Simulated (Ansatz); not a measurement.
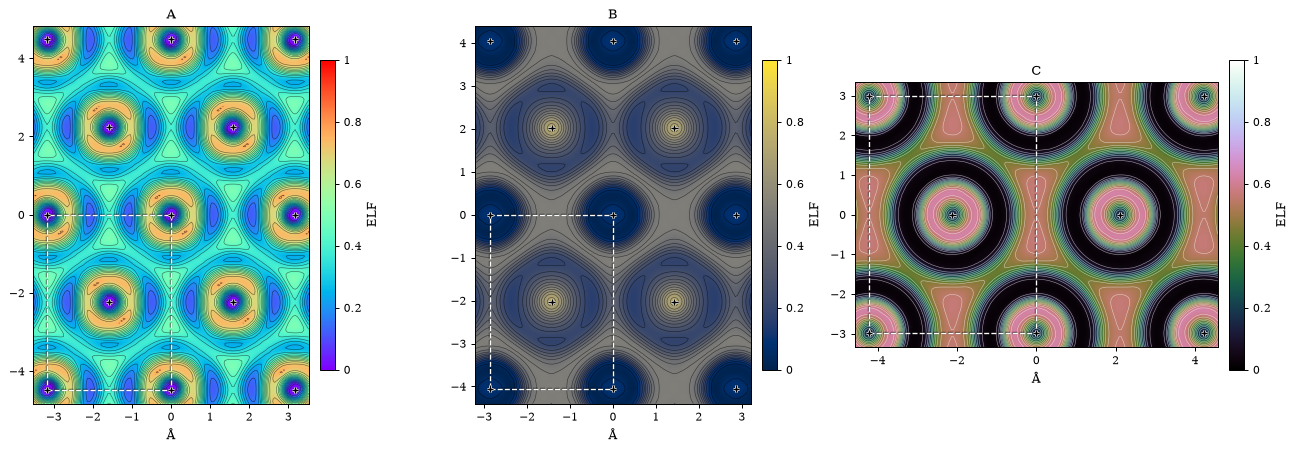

The electron localisation function of 3 systems, each on a plane through atoms (crosses mark nuclei in the plane).

Level of theory: DFT, r2SCAN, PAW with Ansatz's default frozen-core files, scalar-relativistic; relaxation of cell and atoms (Ansatz 0.2.0).

System 1: W, the (011̄) plane of the conventional cell. Space group Im-3m.

```
W
1.0
     3.16842    0.00000    0.00000
     0.00000    3.16842    0.00000
     0.00000    0.00000    3.16842
W
2
Cartesian
  0.0000 0.0000 0.0000
  1.5842 1.5842 1.5842
```

System 2: Na, the (101̄) plane of the conventional cell. Space group Im-3m; computed without spin polarisation.

System 3: AlNi, the (110) plane of the conventional cell. Space group Pm-3m; computed without spin polarisation.

**Which map belongs to which system?**

Panel A is system 1, W: the plane holds W. W–W (2.74 Å): the ELF is about 0.40 at the midpoint. Panel B is system 3, AlNi: the plane holds Al and Ni. Al–Ni (2.48 Å): the ELF is about 0.40 at the midpoint. Panel C is system 2, Na: the plane holds Na. Na–Na (3.66 Å): the ELF is about 0.45 at the midpoint.
